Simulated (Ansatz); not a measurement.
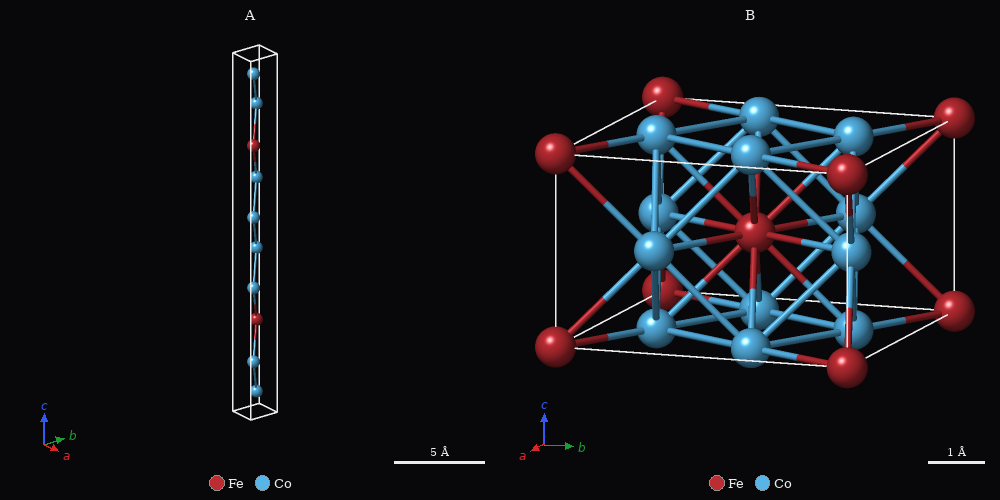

Two structures of FeCo4, each relaxed to rest (conventional cells in solid outline, small ones repeated, not to one scale). Method: DFT PBE, scalar-relativistic, plane waves, PAW (Ansatz 0.2.0), with collinear spins.

What structure does each panel show?

Answer. A: 10 atoms a cell on a primitive hexagonal lattice, P6_3/mmc. B: 10 atoms a cell on a body-centred tetragonal lattice, I4/m.

Which has the lower energy, and by how much?

Answer. B is lower, by 23 meV/atom at this level of theory (energies at zero smearing). Volumes: A 11.1, B 11.1 Å³/atom.

One or both may be structure types tried for this composition rather than known phases.
